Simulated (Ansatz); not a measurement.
# A series of single points on HfO2

System: HfO2 (R3m, 3 atoms in the cell).
Method: DFT r2SCAN, scalar-relativistic, plane waves, PAW, no spin polarisation (Ansatz 0.2.0).

The 7 runs differ only in the geometry, by a shift of atoms along one path in a fixed cell. The shift s is measured from run 4: O3 moves along the Cartesian direction (0.58, 0.58, 0.58), and Hf1 and O2 with it in fixed proportion. The structure derives from an entry of the Crystallography Open Database.

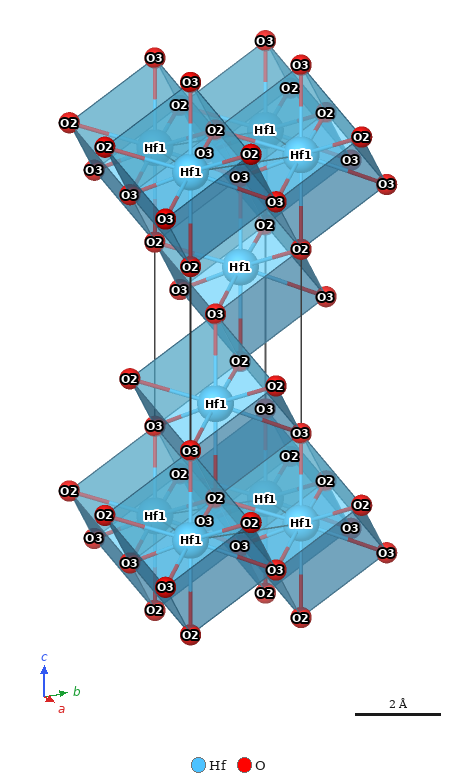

Figure 1. The structure of run 4 (polyhedral view of the cell 3 times as large as that of the calculation, set on its symmetry axes, seen slightly off an axis; polyhedra are completed across the faces of the cell; atoms are numbered from 1 in the order of the input). An atom can appear more than once, as a periodic image.

### Input of run 4
```yaml
crystal:
  lattice:
    - [0.0, 2.5575, 2.5575]
    - [2.5575, 0.0, 2.5575]
    - [2.5575, 2.5575, 0.0]
  atoms:
    - { symbol: Hf, position: [-0.0010117601, -0.0010117601, -0.0010117601] }
    - { symbol: O, position: [0.2556436976, 0.2556436976, 0.2556436976] }
    - { symbol: O, position: [0.7556436976, 0.7556436976, 0.7556436976] }
basis:
  ecutwfc: 500
kpoints:
  mp_grid: { grid: [8, 8, 8] }
hamiltonian:
  xc: r2scan
scf:
  occupations: { method: gaussian, width: 0.05 }
output:
  forces: true
  stress: true
  eigenvalues: true
```

Command:
```bash
ansatz run input.yaml --threads 2 --pin off --max-ram 5120MiB --backend cpu --events-out ev --progress --plain --runs-dir out
```

Lattice vectors (Å) and fractional positions of run 4:
```
   0.000000    2.557500    2.557500
   2.557500    0.000000    2.557500
   2.557500    2.557500    0.000000
Hf -0.001012 -0.001012 -0.001012
O   0.255644  0.255644  0.255644
O   0.755644  0.755644  0.755644
```

Run 6 differs from it as follows:
```diff
-    - { symbol: Hf, position: [-0.0010117601, -0.0010117601, -0.0010117601] }
-    - { symbol: O, position: [0.2556436976, 0.2556436976, 0.2556436976] }
-    - { symbol: O, position: [0.7556436976, 0.7556436976, 0.7556436976] }
+    - { symbol: Hf, position: [-0.0030352803, -0.0030352803, -0.0030352803] }
+    - { symbol: O, position: [0.2669310929, 0.2669310929, 0.2669310929] }
+    - { symbol: O, position: [0.7669310929, 0.7669310929, 0.7669310929] }
```

### Results, with one run withheld

```tsv
run	shift s of O3 (Å)	free energy per atom, from the lowest run given (meV)	pressure (GPa)	gap on the mesh (eV)	force along the path (eV/Å)
1	−0.2500	49.86	−2.51	4.38	1.886
2	−0.1500	9.69	−7.01	4.26	0.664
3	−0.0250	0.00	−8.34	4.21	−0.144
4	0.0000	1.83	−8.08	4.22	−0.297
5	0.0750	16.16	−6.20	4.28	−0.895
6	0.1000	?	?	?	?
7	0.1250	35.81	−3.96	4.34	−1.497
```

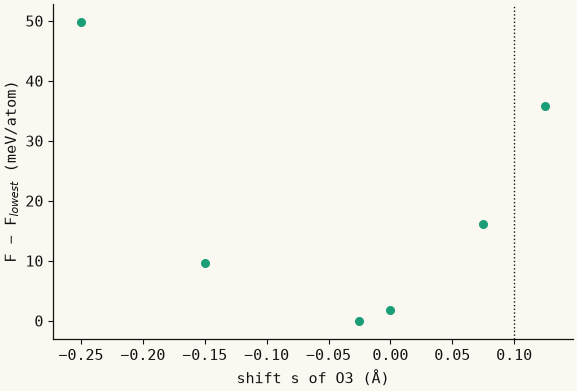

Figure 2. Free energy per atom of the runs given; the dotted line marks run 6.

Estimate the energy of run 6 from the others.

A cubic polynomial in the coordinate, fitted to the 6 runs given, misses them by at most 1.43 meV per atom. With x = s + 0.0375, it reads F = −1.5707 + 37.511 x + 1225.7 x² − 404.55 x³ (meV per atom). At run 6 it gives 25.71 meV per atom, and the run itself gives 24.73. The slope of the fit gives a force −dF/ds of −1.055 eV/Å along the path (summed over the atoms that move), and the printed forces give −1.170 eV/Å. The fit has its minimum at s = −0.0527 Å. The miss comes from the order of the polynomial or from scatter in that run; these data can't tell which. The gap on the mesh lies between 4.21 eV (run 3) and 4.38 eV (run 1); run 6 has 4.31 eV. These are gaps of this functional on this mesh, which can miss the band edges; they aren't the measured gap.

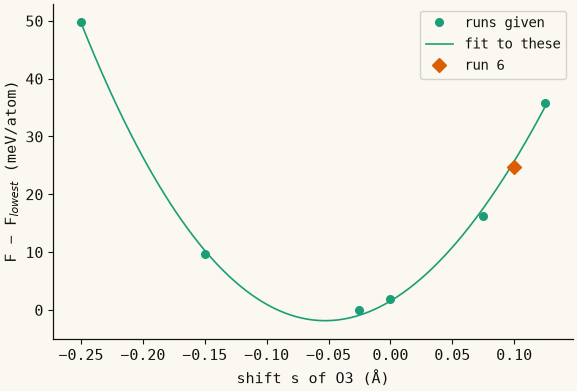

Figure 3. The fit and the withheld run.

### Output, shortened to warnings, some set-up lines, iterations and results (run 6)
```
Basis set: ecut = 500 eV, 869 PW (Γ), exchange–correlation on 108×108×108 points (64 copies of the dense FFT grid, shifted against one another)
Symmetry: 6 space group operations
k-points: 65 of 512 (time reversal used)
Initial density: superposition of atomic densities (neutral atoms: chi_scale 0, normalization atom), corrected by the library's trained network
[...]
SCF iter   1: F=—  HF=-16876.028615 eV  |F-HF|=—  |Δ(HF+E_count)|=         —  Δρ=1.16e-2  dr2=4.13e-2  dr2_τ=2.19e-1  ethr=1.77e-3  ⟨swp⟩=4.8  Hψ=5554  notcnv=0
SCF iter   2: F=—  HF=-16876.084790 eV  |F-HF|=—  |Δ(HF+E_count)|=   5.62e-2  Δρ=6.24e-3  dr2=4.06e-3  dr2_τ=2.62e-3  ethr=1.09e-4  ⟨swp⟩=2.0  Hψ=3511  notcnv=0
SCF iter   3: F=—  HF=-16876.084758 eV  |F-HF|=—  |Δ(HF+E_count)|=   3.23e-5  Δρ=2.44e-3  dr2=9.85e-4  dr2_τ=1.39e-4  ethr=1.07e-5  ⟨swp⟩=2.0  Hψ=2485  notcnv=0
SCF iter   4: F=—  HF=-16876.085094 eV  |F-HF|=—  |Δ(HF+E_count)|=   3.36e-4  Δρ=1.53e-3  dr2=5.11e-4  dr2_τ=9.49e-5  ethr=2.59e-6  ⟨swp⟩=2.0  Hψ=2665  notcnv=0
SCF iter   5: F=—  HF=-16876.084912 eV  |F-HF|=—  |Δ(HF+E_count)|=   1.82e-4  Δρ=2.84e-4  dr2=2.37e-5  dr2_τ=1.73e-6  ethr=1.35e-6  ⟨swp⟩=2.0  Hψ=2347  notcnv=0
SCF iter   6: F=—  HF=-16876.084908 eV  |F-HF|=—  |Δ(HF+E_count)|=   4.22e-6  Δρ=9.79e-5  dr2=2.89e-6  dr2_τ=3.67e-7  ethr=6.24e-8  ⟨swp⟩=2.0  Hψ=2629  notcnv=0
SCF iter   7: F=—  HF=-16876.084908 eV  |F-HF|=—  |Δ(HF+E_count)|=   3.21e-7  Δρ=5.34e-5  dr2=8.34e-7  dr2_τ=6.82e-8  ethr=7.61e-9  ⟨swp⟩=2.0  Hψ=1793  notcnv=0
SCF iter   8: F=-16876.084907 eV  HF=-16876.084907 eV  |F-HF|=1.92e-9  |Δ(HF+E_count)|=   8.66e-8  Δρ=8.60e-6  dr2=1.02e-8  dr2_τ=3.15e-9  ethr=2.63e-10  ⟨swp⟩=3.0  Hψ=6559  …
SCF 1 converged in 8 iterations: F = -16876.084907 eV  dr2 = 1.02e-8
SCF converged after 8 iterations
Free energy (F): -16876.084907 eV
Harris-Foulkes:  -16876.084907 eV  (|F-HF|=1.92e-9)
Internal energy: -16876.084907 eV  (E = F + TS)
E sigma→0 (E₀):  -16876.084907 eV
Fermi energy:    17.306732 eV
--- Per-component energies (eV) ---
  E_band       = 3.904191
  E_kinetic    = 773.058875
  E_local      = -5833.417097  (includes V_loc(G=0)·N_el)
  E_nonlocal   = -1152.796522
  E_hartree    = 2671.298706
  E_xc         = -430.535537
  E_vxc        = -504.621094  (∫ρ·V_xc dr)
  E_paw        = -7270.730329  (= ΣΔE_a)
  E_vpaw       = 1351.484389  (= ΣTr[D̂ρ^β])
  E_aug_tail   = 0.002069  (compensation charges beyond the density's cutoff)
  E_vtau       = 27.595135  (kinetic-family band-sum trace: ∫τ·v_τ [+ j·A + Jᵃ·Aᵃ] dr)
  E_ewald      = -5633.222713
  E_core_change = 0.257640  (= ΣΔE_core)
  E_smearing   = -0.000000  (= −TS)
  E_closure    = -0.000000  (closes the sum)
  Σ components = -16876.084907   (vs F -16876.084907, Δ=0.00e0)
--- Forces (eV/Å), atoms counted from 1 ---
  atom   1  Hf     0.57299287     0.57299287     0.57299287
  atom   2  O     -0.07214096    -0.07214096    -0.07214096
  atom   3  O     -0.50083642    -0.50083642    -0.50083642
  max |Σ_I F_I| component: 1.55e-5 eV/Å
--- Stress (GPa, compression-positive) ---
       -5.182573       1.850063       1.850063
        1.850063      -5.182573       1.850063
        1.850063       1.850063      -5.182573
  P = ⅓ Tr σ = -5.1826 GPa (-51.826 kbar)
```

Notes: Spin–orbit coupling is left out, which matters for Hf.
